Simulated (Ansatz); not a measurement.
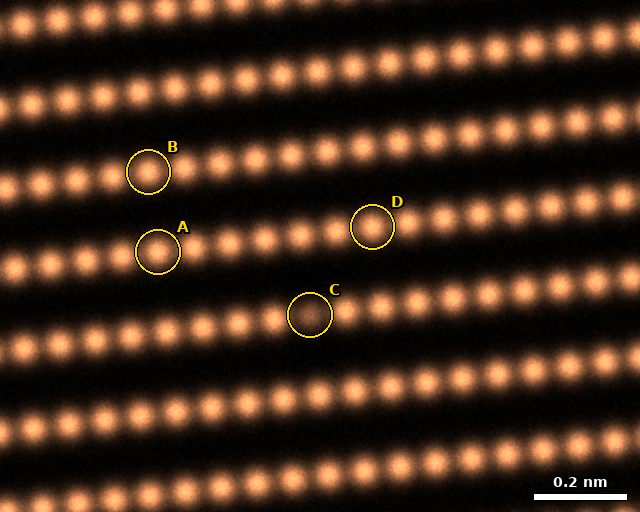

Dark-field STEM-like image of Co (Fm-3m, No. 225) along [210]. The image is simulated as a sum over atoms of Z^1.7, blurred by a 0.50 Å probe (no channelling). The probe carries 25 % of its weight in a tail 2.5 times as wide. Shot noise was added.

The sample is 2 repeats (15.7 Å) thick. One point defect was put into the perfect crystal, without relaxing the atoms around it. Brightness is counted from the darkest point of the image. Host structure: the input geometry of a calculation; the starting structure was generated, so it need not be a known form of this composition.

Which ringed column holds the defect, and does it scatter more or less than its equals?

Answer. C; it scatters less. The column holds 2 atoms (Co) through the sample, and one Co atom is missing, so its peak drops to about 50 % of that of its equals.
